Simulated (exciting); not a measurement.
**Energy of Hg along an even scaling of the cell**

System: Hg (1 atom in the cell).
Method: Kohn-Sham DFT of a periodic cell, PBE, all-electron LAPW+lo, shipped species files, no spin polarisation (exciting sodium).

The 7 runs differ only in the geometry, by an even scaling of the cell at fixed fractional positions. The structure derives from a Materials Project entry.

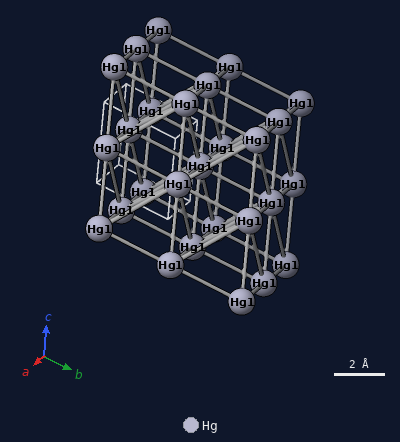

Figure 1. The structure of run 4 (ball-and-stick view of the cell of the calculation, repeated 3 × 3 × 2, seen slightly off an axis; atoms are numbered from 1 in the order of the input).

### Input of run 4
```
<input>
  <title>Hg</title>
  <structure speciespath="./" tshift="false">
    <crystal scale="1">
      <basevect>-3.546517871012 3.546517871012 3.622311799348</basevect>
      <basevect>3.546517871012 -3.546517871012 3.622311799348</basevect>
      <basevect>3.546517871012 3.546517871012 -3.622311799348</basevect>
    </crystal>
    <species speciesfile="Hg.xml" rmt="2.3">
      <atom coord="0.500000000000 0.500000000000 0.000000000000"/>
    </species>
  </structure>
  <groundstate do="fromscratch" ngridk="10 10 10" rgkmax="9" gmaxvr="14" lmaxapw="10" lmaxmat="10" lmaxvr="8" xctype="GGA_PBE" stype="Fermi Dirac" swidth="0.00183747" nempty="8" ValenceRelativity="iora*" epsengy="1e-05" epspot="1e-05" maxscl="60" tforce="true" outputlevel="normal"/>
  <properties>
    <chargedensityplot>
      <plot3d>
        <box grid="17 17 17">
          <origin coord="0 0 0"/>
          <point coord="1 0 0"/>
          <point coord="0 1 0"/>
          <point coord="0 0 1"/>
        </box>
      </plot3d>
    </chargedensityplot>
    <elfplot>
      <plot3d>
        <box grid="17 17 17">
          <origin coord="0 0 0"/>
          <point coord="1 0 0"/>
          <point coord="0 1 0"/>
          <point coord="0 0 1"/>
        </box>
      </plot3d>
    </elfplot>
    <exccplot>
      <plot3d>
        <box grid="17 17 17">
          <origin coord="0 0 0"/>
          <point coord="1 0 0"/>
          <point coord="0 1 0"/>
          <point coord="0 0 1"/>
        </box>
      </plot3d>
    </exccplot>
  </properties>
</input>
```

Command:
```bash
OMP_NUM_THREADS=1 exciting_smp
```

Run 5 has the same physical settings and fractional positions; its lattice vectors (Å) are:
```
  -1.889166    1.889166    1.929540
   1.889166   -1.889166    1.929540
   1.889166    1.889166   -1.929540
```

### Results, with one run withheld

```csv
run,volume per atom (Å³),"free energy per atom, from the lowest run given (meV)"
1,25.385,29.54
2,25.925,21.05
3,26.465,14.34
4,27.006,9.05
5,27.546,?
6,28.086,1.57
7,28.626,0.00
```

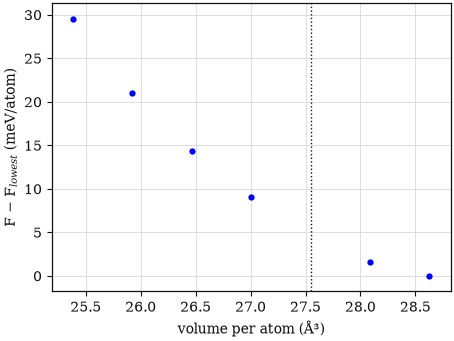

Figure 2. Free energy per atom of the runs given; the dotted line marks run 5.

Fit the runs given and predict run 5.

A cubic polynomial in V^(−2/3) (the Birch–Murnaghan form), fitted to the 6 runs given, misses them by at most 0.18 meV per atom. With x = V^(−2/3) − 0.11145 Å⁻², it reads F = 10.059 + 3426 x + 2.5535e+05 x² − 2.1147e+06 x³ (meV per atom). At run 5 it gives 4.70 meV per atom, and the run itself gives 4.70. The fit has no minimum inside this range.

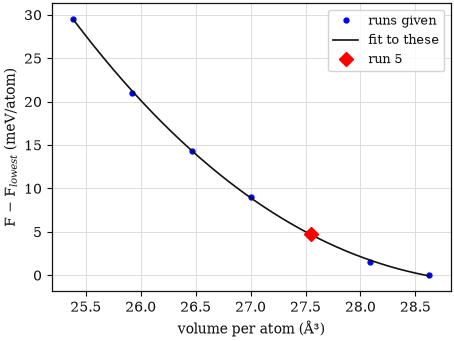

Figure 3. The fit and the withheld run.

### Some lines of the output (run 5)
```
[...]
 Absolute change in total energy   (target) :  0.409452E-03  ( 0.100000E-04)
 Total energy                               :    -19661.83651081
 Fermi energy                               :         0.21117577
 DOS at Fermi energy (states/Ha/cell)       :         5.41639205
 Absolute change in total energy   (target) :  0.989241E-04  ( 0.100000E-04)
 Total energy                               :    -19661.83651296
 Fermi energy                               :         0.21117578
 DOS at Fermi energy (states/Ha/cell)       :         5.41638862
 Absolute change in total energy   (target) :  0.214632E-05  ( 0.100000E-04)
 Total energy                               :    -19661.83651286
 DOS at Fermi energy (states/Ha/cell)       :         5.41638835
 Absolute change in total energy   (target) :  0.100714E-06  ( 0.100000E-04)
 Total energy                               :    -19661.83651283
 DOS at Fermi energy (states/Ha/cell)       :         5.41638832
```

Notes: Spin–orbit coupling is left out, which matters for Hg.
